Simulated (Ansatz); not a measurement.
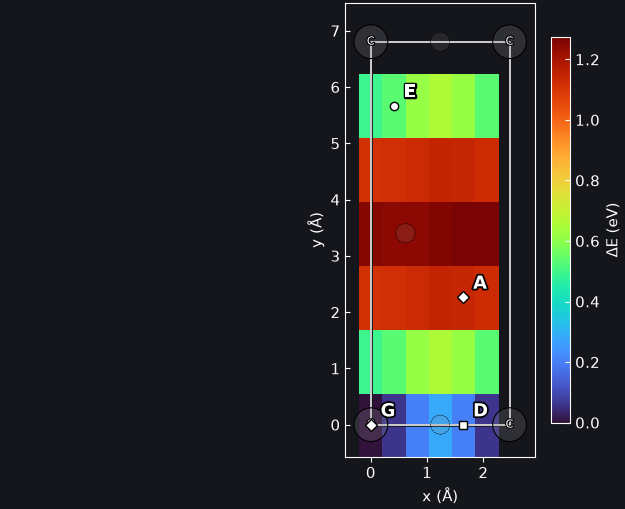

H on a C(110) slab cut from the Fmmm phase, its upper half relaxed before the scan (20 atoms of substrate and one adsorbate in a 2 × 1 cell). 
- H is moved over the surface cell at a fixed height above a rigid substrate; the origin of the map has the adsorbate above C19; the height is held at 2.50 Å.
- Places are given modulo a cell vector. The map is drawn in real space over the plane of the surface.
- The scan uses a 6 × 6 grid; 24 points were computed and 12 follow by symmetry.
- Places are given in fractions of the 1 × 1 surface cell.
- Energies: eV, counted from the lowest grid point.
- The runs have no spin polarisation, so an open-shell adsorbate far from the surface lies too high. At a fixed height the lowest place need not be the adsorption site.
- Method: DFT PBE+D3(BJ), scalar-relativistic, plane waves, PAW (Ansatz 0.2.0). Settings: cutoff 420 eV, k-mesh 6×4×1, gaussian smearing 0.1 eV, no spin polarisation.

Drawn: one coloured cell a grid point, labelled circles for the atoms of the top layer and small ones for the second layer, the outline of one cell of the plane, lettered points.

**Is D the lowest point of the computed grid?**

No. D lies 0.20 eV above the lowest grid point, which is at the top site over a surface C atom, (0/6, 0/6) of the cell vectors.

**What kind of point is each of E, G: minimum, saddle, maximum or slope?**

E: on a slope; G: minimum. (In these two coordinates alone; a stationary point may lie a little off the grid point.)

**Rank the lettered points by energy, lowest first.**

G (0.00 eV), D (0.20 eV), E (0.53 eV), A (1.14 eV).

PAW datasets: the set soft_1.
